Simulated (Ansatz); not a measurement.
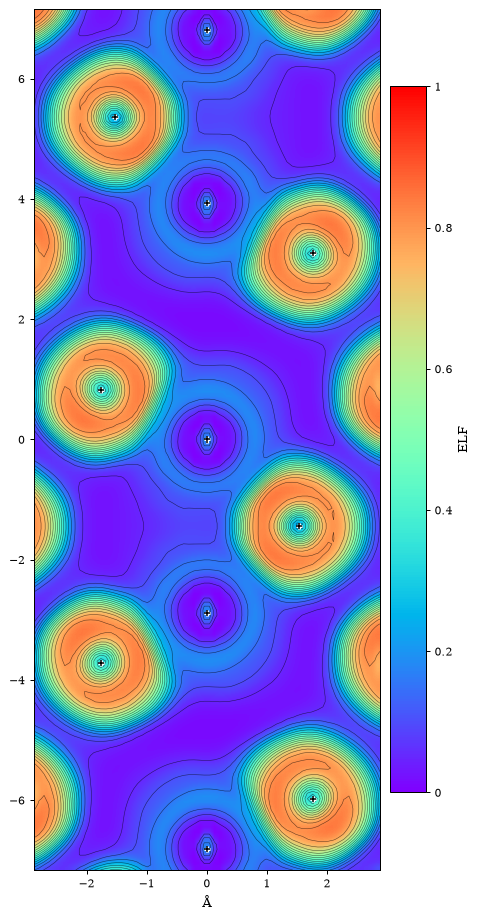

The electron localisation function on a plane through atoms (crosses mark nuclei in the plane).

Method: Ansatz 0.2.0, DFT PBE, scalar-relativistic, plane waves, PAW.

Candidates:
A. Ga2O3, a = 5.06 Å, b = 5.06 Å, c = 13.62 Å, α = 90.00°, β = 90.00°, γ = 120.00°. Space group R-3c.
B. KNbO3, a = 3.99 Å, b = 3.99 Å, c = 4.22 Å, α = 90.00°, β = 90.00°, γ = 90.00°. Space group P4mm.

Which candidate gave the map?

Candidate A: Ga2O3 on the (100) plane of the conventional cell, which holds Ga and O. Ga–O (1.95 Å): the ELF peaks at about 0.85 in the valence shell of O, 0.6 Å from its nucleus, and is about 0.35 at the midpoint. Ga–O (2.10 Å): the ELF peaks at about 0.85 in the valence shell of O, 0.6 Å from its nucleus, and is about 0.25 at the midpoint; no shared electron pair shows on this line.
